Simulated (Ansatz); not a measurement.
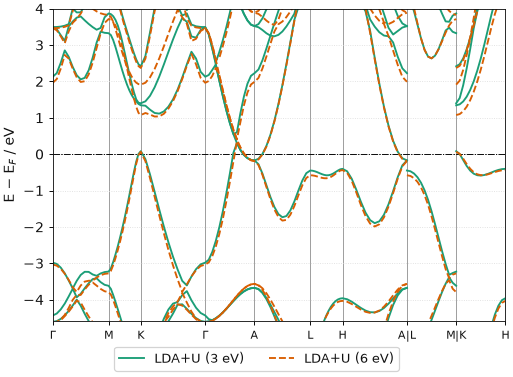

Band structures of TaN, space group P-6m2, 2 atoms in the cell (a = 2.938 Å, c = 2.883 Å (hexagonal axes)), by two methods on the same cell. Each is counted from its own Fermi level.

Q: How do the methods compare?

A: Both give a metal. Levels within 1 eV of the Fermi level in either run differ by 0.07 eV on average and by 0.24 eV at most (between Γ and A).

Settings. LDA+U (3 eV): Ta d U = 3 eV, Ansatz PAW, no spin polarisation, no spin-orbit coupling, 10×10×9 k mesh, 420 eV cutoff, Fermi-Dirac smearing of 0.05 eV (Ansatz 0.2.0). LDA+U (6 eV): Ta d U = 6 eV, Ansatz PAW, no spin polarisation, no spin-orbit coupling, 10×10×9 k mesh, 420 eV cutoff, Fermi-Dirac smearing of 0.05 eV (Ansatz).

The cell is at −6 GPa in LDA+U (6 eV) and −9 GPa in LDA+U (3 eV). Spin-orbit coupling is left out, which matters for Ta. The PAW data sets were made with another functional. The usual form of TaN is the ε phase (P-62m).
